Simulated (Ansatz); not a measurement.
Take the following structure.

```yaml
crystal:
  lattice:
    - [3.93644, 0.00000, 0.00000]
    - [0.00000, 3.93644, 0.00000]
    - [0.00000, 0.00000, 3.93644]
  atoms:
    - { symbol: Sr, position: [0.00000, 0.00000, 0.00000] }
    - { symbol: Ti, position: [0.50000, 0.50000, 0.50000] }
    - { symbol: O, position: [0.50000, 0.00000, 0.50000] }
    - { symbol: O, position: [0.50000, 0.50000, 0.00000] }
    - { symbol: O, position: [0.00000, 0.50000, 0.50000] }
```

> What crystal do these data define?

The material is SrTiO$_{3}$. Space group: Pm-3m (No. 221). Lattice: primitive cubic. This arrangement goes by the name cubic perovskite. The cell comprises 1 formula unit: 1 Sr, 1 Ti, 3 O. Sr is linked to twelve O in a cuboctahedral arrangement at 2.78 Å. Each Ti atom is coordinated by six O in an octahedral arrangement at 1.97 Å. Each O has four Sr and two Ti in a distorted octahedral arrangement (2.78 Å to Sr, 1.97 Å to Ti). The bonds build a three-dimensional framework.

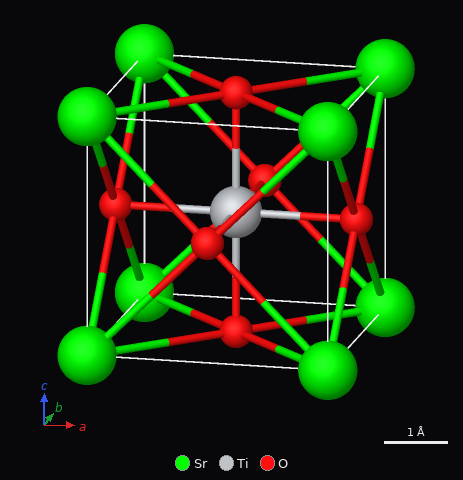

View slightly off an axis, drawn as a ball-and-stick model. The edges of the conventional unit cell are marked.

The initial geometry was a structure listed in the Materials Project. Earlier steps of the study may have refined or changed the cell and positions. It was the input of a calculation with Ansatz.
